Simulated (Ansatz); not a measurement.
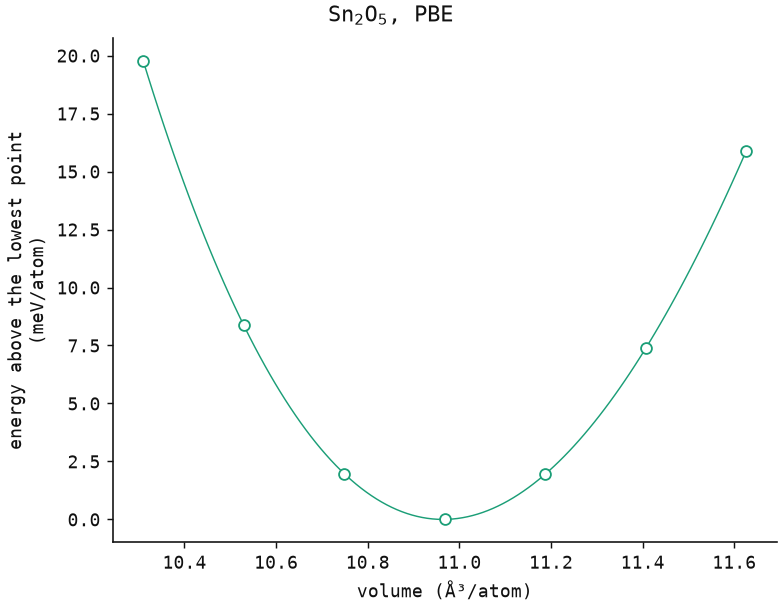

Plotted: energy above the lowest point against volume for Sn₂O₅, space group Pn-3m (No. 224) (one of a set of cubic test structures, which need not be the stable phase).

Computed with Ansatz 0.2.0 development build: equation of state of a cubic crystal from periodic Kohn-Sham density functional theory without spin, third-order Birch-Murnaghan fit to the free energies; pressure corrected for the finite basis. Level: PBE.

structure type cubic X2O5; atoms in cell 14; space group number 224; lattice centring simple cubic; k mesh 20×20×20; occupation method Fermi–Dirac; occupation width 0.06123 eV; wave cutoff 420 eV; datasets soft-1 PAW; density tolerance 1.5e−07 eV; bands 72; density cutoff ratio 4; search for lower states default.

Give the fitted equation-of-state parameters.

A third-order Birch–Murnaghan fit gives V0 = 10.96 Å³/atom, B0 = 143 GPa and B′ = 5.0.

Note: cubic model structure, not the ambient form; no spin polarisation, a magnetic state may lie lower.

The computed values:

```csv
volume (Å³/atom),energy above the lowest point (meV/atom)
10.31,19.8
10.53,8.4
10.75,2.0
10.97,0.0
11.19,2.0
11.41,7.4
11.63,15.9
```
